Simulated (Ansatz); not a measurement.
Given this structure:

```
CELL_PARAMETERS angstrom
2.67391 0.00000 0.00000
-1.33695 2.72432 0.00000
0.00000 0.00000 16.95342
ATOMIC_POSITIONS crystal
W 0.33333 0.66667 0.50000
S 0.66667 0.33333 0.40758
S 0.66667 0.33333 0.59242
```

### Summarise the structure in words.

Composition: WS₂. Content of the cell: 1 W, 2 S (Z = 1). About every W there are six S and two W (2.25 to 2.40 Å to S, 2.67 Å to W). S is coordinated by three W in a trigonal pyramidal arrangement at 2.25 to 2.40 Å. Not all metal-metal contacts are counted. The bonds build WS2 layers parallel to (001).

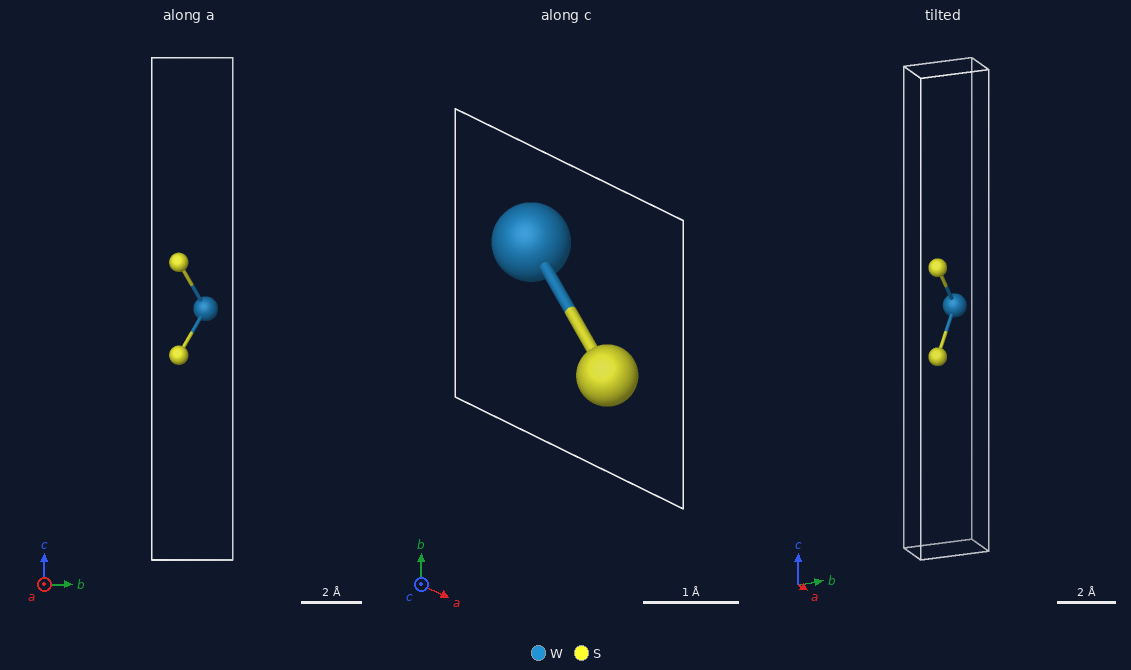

Ball-and-stick drawing of the structure, looking along the a axis, along the c axis and slightly off an axis. Atoms at the boundary of the simulation cell (the box) are drawn once for each face, edge or corner they touch.

The cell started as a structure listed in the Materials Project. The cell was then strained or its atoms displaced on purpose. A calculation with Ansatz used it as input.

At this level of theory the cell isn't at rest (compressed, at 15 GPa and forces up to 2.3 eV/Å), so its distances can differ from those at equilibrium, the more so the softer the solid.
